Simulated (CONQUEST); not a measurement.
# GaP: 7 runs along one coordinate

System: GaP (F-43m, 4 atoms in the cell).
Method: Kohn-Sham DFT of a periodic cell, PBE, PseudoDojo NC PBE, no spin polarisation (CONQUEST 1.3).

The 7 runs differ only in the geometry, by an even scaling of the cell at fixed fractional positions. The structure derives from an entry of the Crystallography Open Database.

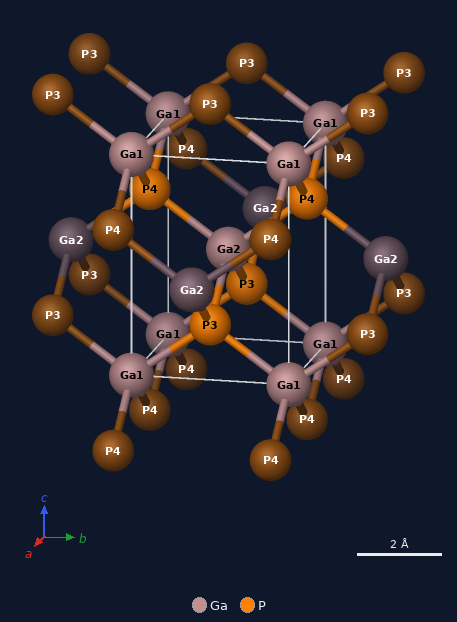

Figure 1. The structure of run 4 (ball-and-stick view of the cell of the calculation, seen slightly off an axis; neighbours outside the cell are drawn fainter; atoms are numbered from 1 in the order of the input).

**Input of run 4**
```
IO.Title GaP
IO.Coordinates coords.dat
IO.FractionalAtomicCoords T
IO.Iprint 2
IO.Iprint_init 1
General.NumberOfSpecies 2
General.PseudopotentialType hamann
AtomMove.TypeOfRun static
AtomMove.FullStress T
Grid.PointsAlongX 36
Grid.PointsAlongY 36
Grid.PointsAlongZ 60
DM.SolutionMethod diagon
Diag.MPMesh T
Diag.GammaCentred T
Diag.MPMeshX 7
Diag.MPMeshY 7
Diag.MPMeshZ 5
Diag.kT 0.00183747
minE.SCTolerance 1e-6
SC.MaxIters 100
IO.AtomChargeOutput T
%block ChemicalSpeciesLabel
1 69.720 Ga
2 30.970 P
%endblock
```

Command:
```bash
Conquest
```

Lattice vectors (Å) and fractional positions of run 4:
```
   3.854086    0.000000    0.000000
   0.000000    3.854086    0.000000
   0.000000    0.000000    5.450500
Ga  0.000000  0.000000  0.000000
Ga  0.500000  0.500000  0.500000
P   0.000000  0.500000  0.250000
P   0.500000  0.000000  0.750000
```

Run 5 has the same physical settings and fractional positions; its lattice vectors (Å) are:
```
   3.879610    0.000000    0.000000
   0.000000    3.879610    0.000000
   0.000000    0.000000    5.486597
```

**Results, with one run withheld**

```csv
run,volume per atom (Å³),"free energy per atom, from the lowest run given (meV)",pressure (GPa),gap on the mesh (eV)
1,19.026,57.72,9.86,1.43
2,19.431,35.81,7.55,1.47
3,19.836,19.44,5.46,1.51
4,20.240,8.28,3.42,1.54
5,20.645,?,?,?
6,21.050,0.00,0.19,1.55
7,21.455,1.39,−1.30,1.39
```

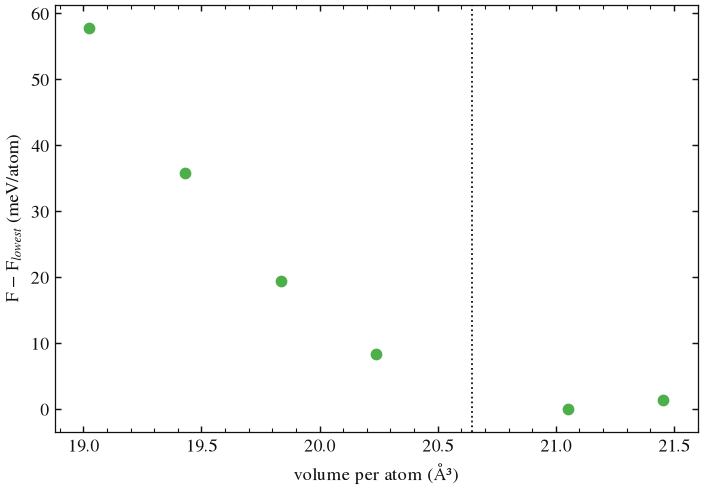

Figure 2. Free energy per atom of the runs given; the dotted line marks run 5.

Fit the runs given and predict run 5.

A cubic polynomial in V^(−2/3) (the Birch–Murnaghan form), fitted to the 6 runs given, misses them by at most 0.14 meV per atom. With x = V^(−2/3) − 0.13508 Å⁻², it reads F = 10.633 + 5396.8 x + 6.8156e+05 x² + 1.4893e+06 x³ (meV per atom). At run 5 it gives 2.04 meV per atom, and the run itself gives 2.14. The slope of the fit gives a pressure −dF/dV of 1.66 GPa there, and the run prints 1.57 GPa. The two needn't agree exactly: the fit is approximate, and the printed stress is taken on a finite basis. The fit has its minimum at 21.074 Å³ per atom, where V d²F/dV² gives 77 GPa: the bulk modulus at this level, since symmetry fixes the shape and the positions. The gap on the mesh lies between 1.39 eV (run 7) and 1.58 eV (run 5); run 5 has 1.58 eV. These are gaps of this functional on this mesh, which can miss the band edges; they aren't the measured gap.

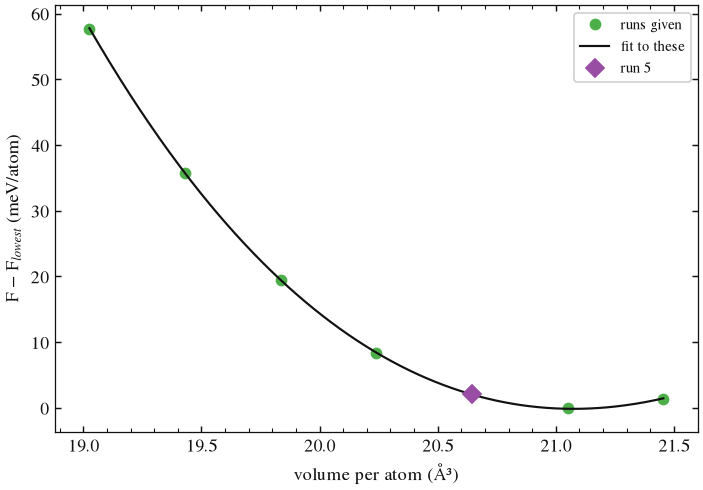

Figure 3. The fit and the withheld run.

**Some lines of the output (run 5)**
```
[...]
    Job title: GaP
      Using Fermi-Dirac smearing
          DFT Total Energy                 :      -166.799182509901783 Ha
          DFT Total Energy                 :      -166.824364924180742 Ha
          DFT Total Energy                 :      -166.824636696298882 Ha
          DFT Total Energy                 :      -166.824656671106879 Ha
          DFT Total Energy                 :      -166.824657314924707 Ha
          DFT Total Energy                 :      -166.824657329444364 Ha
      |* DFT total energy        =      -166.824657329444364 Ha
    force: Average pressure:      1.57491899 GPa
```

Notes: With a small basis of atomic orbitals these values can differ much from converged plane-wave results.
